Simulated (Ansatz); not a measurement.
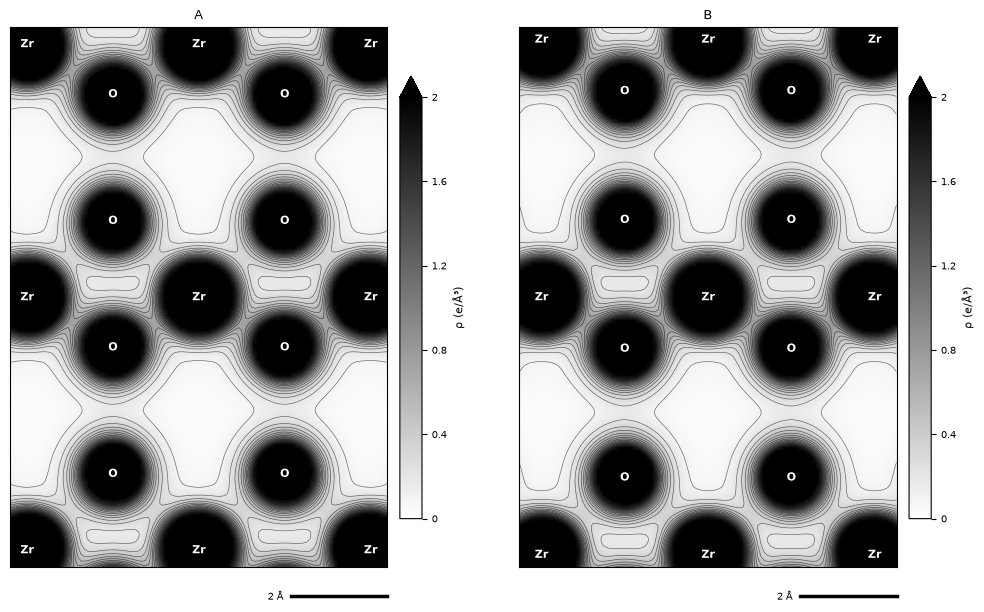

ZrO2. The valence charge density (pseudo) of two cells that differ in size and shape, on the (010) plane of each (indices in the axes of the calculation cell), at one length scale and on one colour scale; one has 10.6 and the other 11.1 Å³ an atom.

The calculation used DFT, r2SCAN with spin-orbit coupling, plane waves, PAW (Ansatz 0.2.0).

The larger cell:

```cif
data_structure
_symmetry_space_group_name_H-M 'P 1'
_symmetry_Int_Tables_number 1
_cell_length_a 3.5650
_cell_length_b 3.5650
_cell_length_c 5.2511
_cell_angle_alpha 90.000
_cell_angle_beta 90.000
_cell_angle_gamma 90.000
_cell_volume 66.74
loop_
_atom_site_label
_atom_site_type_symbol
_atom_site_fract_x
_atom_site_fract_y
_atom_site_fract_z
_atom_site_occupancy
Zr1 Zr 0.00000 0.00000 0.00000 1
Zr2 Zr 0.50000 0.50000 0.50000 1
O1 O 0.00000 0.50000 0.30192 1
O2 O 0.00000 0.50000 0.80192 1
O3 O 0.50000 0.00000 0.69808 1
O4 O 0.50000 0.00000 0.19808 1
```

The smaller cell: a = 3.457 Å, b = 3.457 Å, c = 5.346 Å, α = 90.00°, β = 90.00°, γ = 90.00°.

Question: Which is the denser cell? Describe the effect of the change.

Answer: Panel B is the smaller cell, by 4 % in volume. From the larger cell to the smaller, Zr–O goes from 2.06 to 2.03 Å, and the density at its midpoint from 0.74 to 0.8 e/Å³; the pressure goes from 4.0 to 17 GPa; the Kohn–Sham gap goes from 4.7 eV to 4.9 eV.
